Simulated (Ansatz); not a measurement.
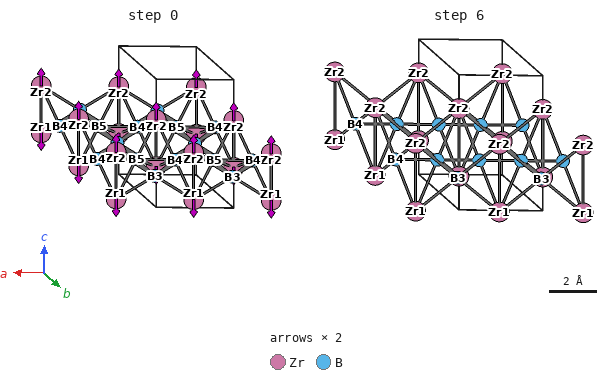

The structure of crystalline Zr2B3 (a generated structure, set up in P6/mmm) (coarse preliminary run) before (left) and after (right) a relaxation, at one scale. The purple arrows give the displacements (the part carried along by the change of the cell is left out), 2 times their true length.

Style: ball-and-stick. Shown: the cell of the calculation, repeated 2 × 2 × 1 with one cell outlined, from a free direction.

Computed with DFT PBE, scalar-relativistic, plane waves, PAW in Ansatz 0.2.0.

The input:
```yaml
crystal:
  lattice:
    - [3.30653542, 0.0, 0.0]
    - [-1.65326771, 2.86354367, 0.0]
    - [0.0, 0.0, 6.2578578]
  atoms:
    - { symbol: Zr, position: [0.0, 0.0, 0.31721567] }
    - { symbol: Zr, position: [0.0, 0.0, 0.68278433] }
    - { symbol: B, position: [0.5, 0.0, 0.5] }
    - { symbol: B, position: [0.0, 0.5, 0.5] }
    - { symbol: B, position: [0.5, 0.5, 0.5] }
basis:
  ecutwfc: 420
kpoints:
  mp_grid: { grid: [6, 6, 4] }
hamiltonian:
  xc: pbe
scf:
  occupations: { method: gaussian, width: 0.1 }
  lower_state_search: "off"
output:
  forces: true
  stress: true
  eigenvalues: true
relax:
  adjacent_minimum: "off"
  f_tol: 0.04
  max_steps: 70
  cell: { stress_tol: 0.4 }
```

Run as
```bash
ansatz run input.yaml --threads 1 --pin off --max-ram 2560MiB --backend cpu --events-out ev --progress --plain --runs-dir out
```

Question: What changed between the two?

Answer: After 5 accepted moves (6 points after the start) the energy has fallen by 12.068 eV per cell of the calculation. Largest force component: 24 eV/Å at the start, 0.02 eV/Å at the end. The pressure goes from 129.51 to 0.28 GPa. The SCF was repeated once at an unchanged geometry on a basis and grid sized afresh for the cell, which shifted the energy by 25.9 meV per cell of the calculation at most. The largest moves relative to the cell, 0.45 Å, are those of Zr1 and Zr2. Zr2 goes along +c. B stays in place. The drawn cell changes as follows: a = b 3.307 → 3.571 Å (+8.0 %), c 6.258 → 6.587 Å (+5.3 %); the volume changes by +22.7 %. Some distances before and after: Zr1–Zr2 2.288 → 3.307 Å, Zr1–Zr2 (another image) 3.970 → 3.280 Å, Zr1–B3 2.010 → 2.433 Å, Zr1–Zr1 3.307 → 3.571 Å. New bonds form, among them: Zr1–Zr2 (3.97 → 3.28 Å). The space group stays P6/mmm (No. 191).
